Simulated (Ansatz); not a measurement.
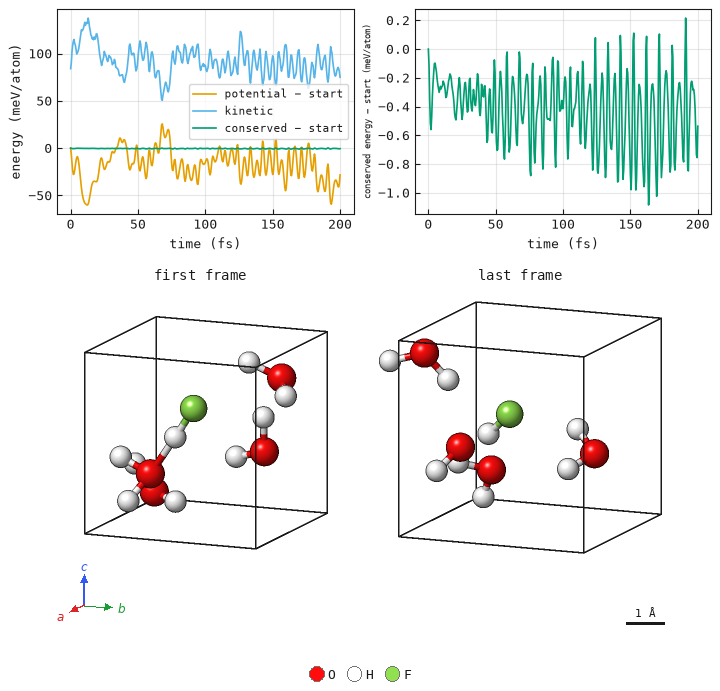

A Born-Oppenheimer molecular dynamics run of a periodic cell with 4 H2O + 1 HF at 1.241 g/cm³, 200 fs long. It starts from the last geometry of an earlier run, with fresh velocities. Style: ball-and-stick. Shown: the simulation cell, slightly off an axis.

These are results of DFT LDA, scalar-relativistic, plane waves, PAW (Ansatz), not measurements. Set-up: plane-wave cutoff 420 eV; k-point mesh 1 × 1 × 1; Fermi-Dirac smearing 0.05 eV; Langevin thermostat and barostat (NPT); set temperature 700 K; time step 0.5 fs; friction 0.005 per fs; target pressure 1 GPa.

**Check the integration.**

The conserved quantity stays between −1.1 and 0.22 meV per atom of its start. A straight-line fit has a slope that amounts to −0.21 meV per atom over 200 fs (0.2 % of the mean kinetic energy), and the ripple about it is 1.6 % of the kinetic energy's fluctuation. With a drift under 2 % and a ripple under 7 %, the integration is accurate. Over the second half the temperature averages 684 K (spread ±88 K). The pressure hasn't settled at its target of 1.0 GPa. The potential energy in the second half lies on average 18.8 meV per atom below the first frame. The mean pressure there is −0.5 GPa. The volume ends +26.3 % from the start.

Limits of the set-up: the periodic images lie only 5.0 Å apart, so the values are limited by the cell's size.

The run took 3.4 min on 1 thread of Arm Neoverse V1, on a shared host, peak memory 0.29 GiB.
